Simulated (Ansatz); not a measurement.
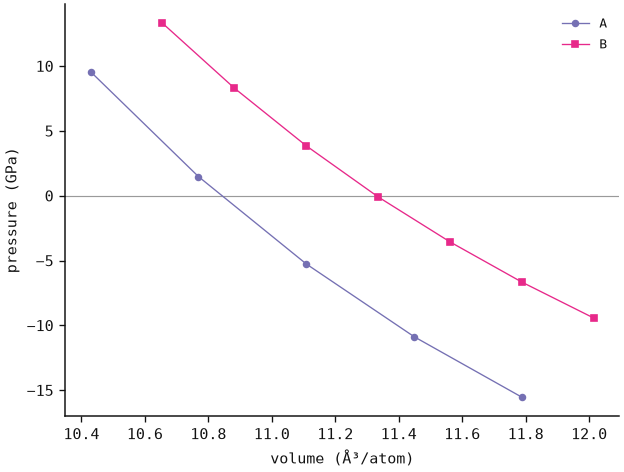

The figure shows the pressure against volume, with one curve for each functional, for SnO₂ (space group Fm-3m). The labels are replaced by letters. In alphabetical order the cases are: PBE; r2SCAN.

Calculation (Ansatz 0.2.0 development build): equation of state of a cubic crystal from periodic Kohn-Sham density functional theory without spin, third-order Birch-Murnaghan fit to the free energies; pressure corrected for the finite basis.

| setting | value |
| --- | --- |
| structure type | fluorite |
| atoms in cell | 3 |
| space group number | 225 |
| lattice centring | face-centred primitive |
| occupation method | Fermi–Dirac |
| datasets | soft-1 PAW |
| density tolerance | 1e−07 eV |
| bands | 17 |
| density cutoff ratio | 4 |
| search for lower states | default |

Q: Which letter stands for which functional?

A: A: r2SCAN; B: PBE.

Limits of the calculation: cubic model structure, not the ambient form.
